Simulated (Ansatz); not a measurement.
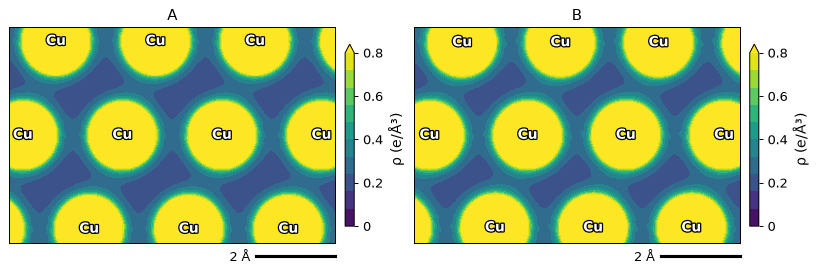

Cu. The valence electron density of two cells that differ in size, on the (101̄) plane of each (indices in the axes of the calculation cell), at one length scale and on one colour scale; one has 11.8 and the other 12.3 Å³ an atom.

The calculation used DFT, revPBE, plane waves (420 eV) with PAW, scalar-relativistic in Ansatz.

In a PAW calculation such maps are meaningful between the atoms, not at the nuclei.

The larger cell:

```xyz
1
Lattice="-1.4551 1.4551 1.4551 1.4551 -1.4551 1.4551 1.4551 1.4551 -1.4551" Properties=species:S:1:pos:R:3 pbc="T T T"
Cu    0.0000    0.0000    0.0000
```

The smaller cell: a = 2.486 Å, b = 2.486 Å, c = 2.486 Å, α = 109.47°, β = 109.47°, γ = 109.47°.

**Which is the denser cell? Describe the effect of the change.**

Panel B is the smaller cell, by 4 % in volume. From the larger cell to the smaller, Cu–Cu goes from 2.52 to 2.49 Å, and the density at its midpoint from 0.27 to 0.29 e/Å³; the pressure goes from 0.0 to 6 GPa.
